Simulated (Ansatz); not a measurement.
Pt (P6_3/mmc, No. 194): the geometry relaxed with DFT PBEsol, scalar-relativistic, plane waves, PAW in Ansatz 0.2.0; the starting structure was generated, so it need not be a known form of this composition.

```cif
data_structure
_symmetry_space_group_name_H-M 'P 1'
_symmetry_Int_Tables_number 1
_cell_length_a 2.7497
_cell_length_b 2.7497
_cell_length_c 9.2094
_cell_angle_alpha 90.000
_cell_angle_beta 90.000
_cell_angle_gamma 120.000
_cell_volume 60.30
loop_
_atom_site_label
_atom_site_type_symbol
_atom_site_fract_x
_atom_site_fract_y
_atom_site_fract_z
_atom_site_occupancy
Pt1 Pt 0.00000 0.00000 0.00000 1
Pt2 Pt 0.00000 0.00000 0.50000 1
Pt3 Pt 0.33333 0.66667 0.75000 1
Pt4 Pt 0.66667 0.33333 0.25000 1
```

**What will a HAADF-like image along [201] show? Simulated incoherent Z contrast: every atom adds Z^1.7 spread by a probe of 0.50 Å full width; channelling and multiple scattering are left out.**

The columns repeat on a centred rectangular net of 2.36 × 4.76 Å (plane group c2mm). The brightest columns hold 2 Pt per repeat; in falling brightness follow 1 Pt (about 50 %). Brightness is counted from the darkest point of the image. The closest visible columns (Pt and Pt) are 0.79 Å apart in projection. Along the beam the structure repeats every 10.73 Å.

| column | atoms along the beam per repeat | peak brightness |
| --- | --- | --- |
| Pt | 2 Pt | 100 % |
| Pt | 1 Pt | 50 % |

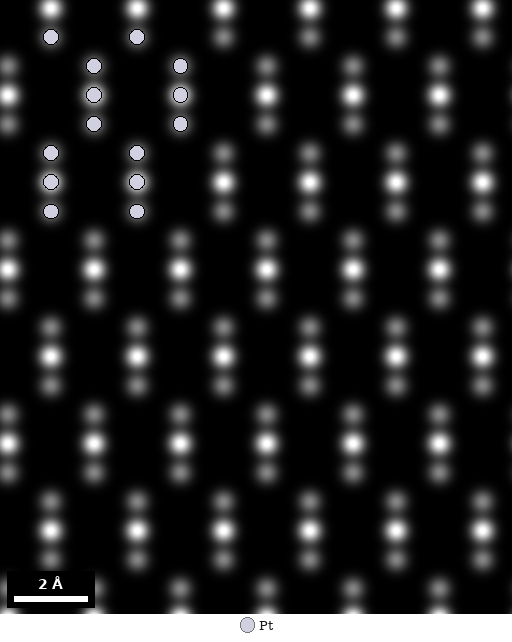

The simulated image, with the columns of the model marked in one corner.
